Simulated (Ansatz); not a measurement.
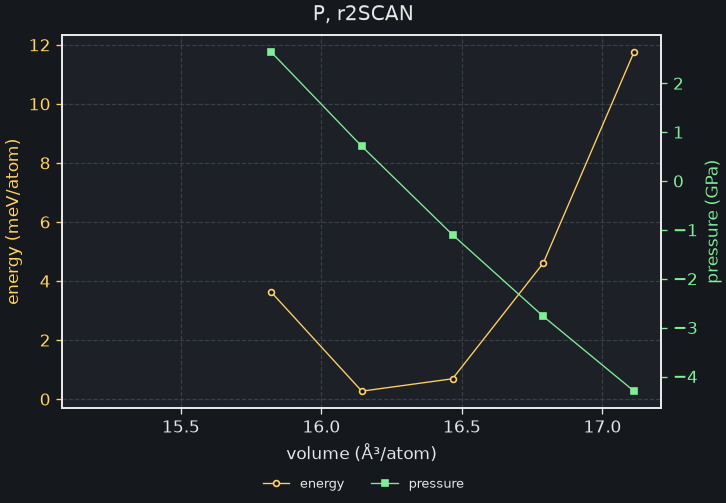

The figure shows the energy and pressure against volume for P, space group R-3m (No. 166).

Structure:
```cif
data_structure
_symmetry_space_group_name_H-M 'P 1'
_symmetry_Int_Tables_number 1
_cell_length_a 3.7102
_cell_length_b 3.7102
_cell_length_c 3.7102
_cell_angle_alpha 55.437
_cell_angle_beta 55.437
_cell_angle_gamma 55.437
_cell_volume 32.29
loop_
_atom_site_label
_atom_site_type_symbol
_atom_site_fract_x
_atom_site_fract_y
_atom_site_fract_z
_atom_site_occupancy
P1 P 0.77292 0.77292 0.77292 1
P2 P 0.22708 0.22708 0.22708 1
```

Computed with Ansatz 0.2.0: plane-wave DFT, no spin polarisation; energies at scaled volumes of the given cell, shape and fractions fixed, counted from the fit's minimum, third-order Birch-Murnaghan fit. Level: r2SCAN.

| setting | value |
| --- | --- |
| k mesh | 9×9×9 |
| occupations | Fermi–Dirac |
| smearing width | 0.05 eV |
| potentials | Ansatz PAW |
| wave cutoff | 500 eV |
| density cutoff | 2000 eV |

The points at volume 15.18 Å³/atom and 15.50 Å³/atom are left out of the plot. What values does the calculation give there?

| volume (Å³/atom) | energy (meV/atom) | pressure (GPa) |
| --- | --- | --- |
| 15.18 | 22.87 | 7.19 |
| 15.50 | 10.95 | 4.69 |

Caveats: shape and atomic fractions are frozen while scaling, which makes layered, chain and framework solids too stiff.
